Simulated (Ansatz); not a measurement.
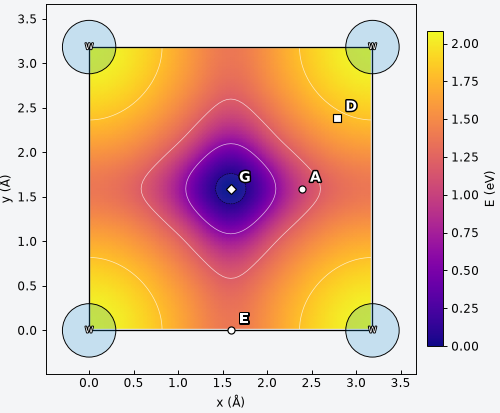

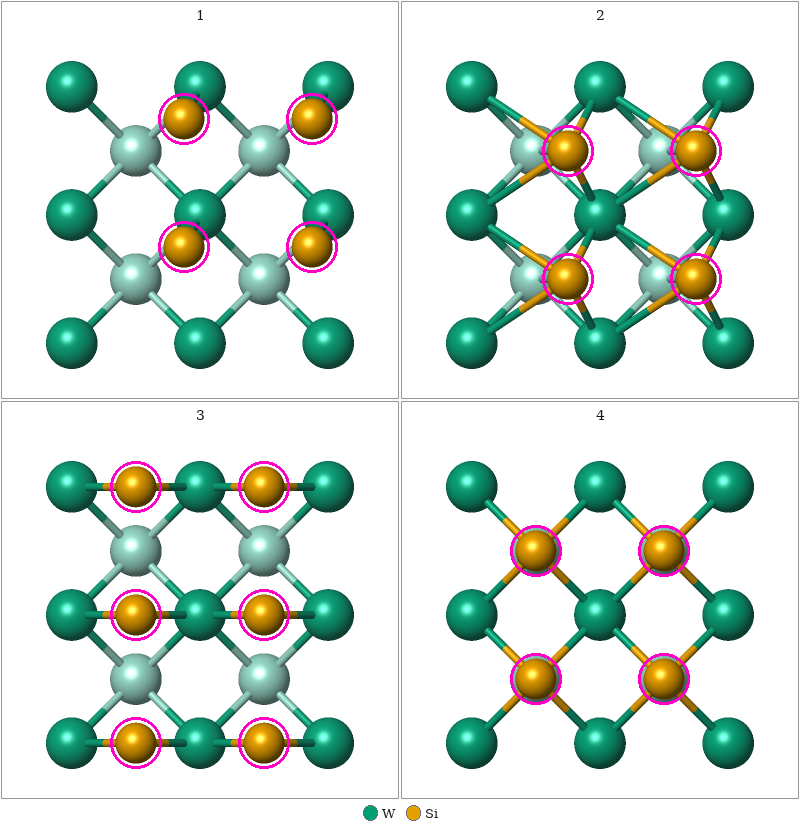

Si on a W(100) slab cut from the Im-3m phase, its upper half relaxed before the scan (4 atoms of substrate and one adsorbate in a 1 × 1 cell). Si is moved over the surface cell; relaxed at each place: the height of the adsorbate's atoms; substrate rigid; the origin of the map has the adsorbate above W4. Places are given modulo a cell vector. The map is drawn in real space over the plane of the surface. The grid has 8 × 8 points; 15 points were computed and 49 follow by symmetry. All energies are given in eV relative to the lowest grid point. With one adsorbate in each 1 × 1 cell, its nearest image is 3.2 Å away, so neighbouring adsorbates interact. The calculation used DFT PBE, scalar-relativistic, plane waves, PAW in Ansatz. Settings: cutoff 420 eV, k-mesh 8×8×1, gaussian smearing 0.1 eV, no spin polarisation.

Drawn: a smooth colour map with a few white contour lines, labelled circles for the atoms of the top layer and small ones for the second layer, the outline of one cell of the plane, lettered points. Between grid points the surface is interpolated. The numbered pictures are the structures at these points, in random order. Rings mark the moved atoms.

Q: Which structure belongs to which point?

A: A is structure 2: (6/8, 4/8) of the cell vectors [nearest 2 W at 2.48 Å], 1.02 eV; D is structure 1: (7/8, 6/8) of the cell vectors [nearest 1 W at 2.42 Å], 1.75 eV; E is structure 3: a bridge site between two W atoms, (4/8, 0/8) of the cell vectors, 1.38 eV; G is structure 4: a fourfold hollow over a second-layer W atom, (4/8, 4/8) of the cell vectors, 0.00 eV.

PAW datasets: the set soft_1.
